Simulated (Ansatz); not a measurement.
Consider CCl2F2.

Input file:

```
crystal:
  lattice:
    - [-2.6604719436, 2.6604719436, 5.6232816522]
    - [2.6604719436, -2.6604719436, 5.6232816522]
    - [2.6604719436, 2.6604719436, -5.6232816522]
  atoms:
    - { symbol: C, position: [0.5, 0.5, 0.0] }
    - { symbol: C, position: [0.25, 0.75, 0.5] }
    - { symbol: Cl, position: [0.375, 0.125, 0.25] }
    - { symbol: Cl, position: [0.875, 0.125, 0.25] }
    - { symbol: Cl, position: [0.875, 0.625, 0.75] }
    - { symbol: Cl, position: [0.875, 0.125, 0.75] }
    - { symbol: F, position: [0.1390851673, 0.6390851673, 0.5] }
    - { symbol: F, position: [0.3890851673, 0.3890851673, 0.0] }
    - { symbol: F, position: [0.6109148327, 0.6109148327, 0.0] }
    - { symbol: F, position: [0.3609148327, 0.8609148327, 0.5] }
kpoints:
  mp_grid: { grid: [8, 8, 8] }
  band_path:
    path:
      - [0.0, 0.0, 0.0]
      - [0.0, 0.0, 0.5]
      - [0.25, 0.25, 0.25]
      - [0.0, 0.5, 0.0]
      - [0.5, 0.5, -0.5]
      - [0.3059599996, 0.6940400004, -0.3059599996]
      - [-0.3059599996, 0.3059599996, 0.3059599996]
      - [-0.1119199991, 0.1119199991, 0.5]
      - [0.5, 0.5, -0.1119199991]
    npoints: 1
hamiltonian:
  xc: r2scan
  dispersion: rvv10
scf:
  occupations: { method: fermi_dirac, width: 0.03 }
  n_extra_bands: 6
output:
  forces: true
  stress: true
  eigenvalues: true
  write_density: true
  write_potential: true
  elf: true
  volumetric_format: npy
```

Run with:

```sh
ansatz run input.yaml --threads 4 --pin off --max-ram 4608MiB --backend cpu --events-out ev --progress --plain --runs-dir out
```

Below, planes, directions and counts refer to the conventional cell (a = 5.32 Å, b = 5.32 Å, c = 11.25 Å, α = 90.00°, β = 90.00°, γ = 90.00°).

Space group I4₁/amd; a structure from a database of computed crystals, not necessarily the ambient phase; started from the BaAg2O2-141 prototype, which need not be the ambient phase.

Theory: DFT, r2SCAN+rVV10, plane waves, PAW in Ansatz 0.2.0.

Q: What will maps of the valence pseudo-density and electron localisation function show?

A: C–F (1.25 Å): ρ at the midpoint is about 3 e/Å³; the ELF peaks at about 0.80 between the atoms (inside overlapping PAW spheres, so only a guide) (a polar covalent bond).
Cl–Cl (2.66 Å): ρ is about 0.28 e/Å³ halfway; the ELF peaks at about 0.80 in the valence shell of Cl, 0.7 Å from its nucleus, and drops to about 0.25 between the two atoms.

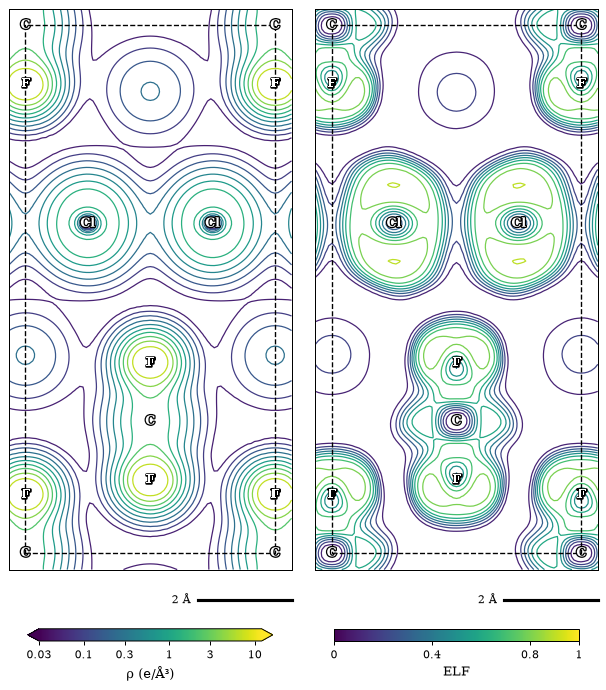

Computed valence pseudo-density and electron localisation function on the (100) plane of the conventional cell, in this order. 

The density is the valence pseudo-density of a PAW calculation; it isn't the true density close to the nuclei.
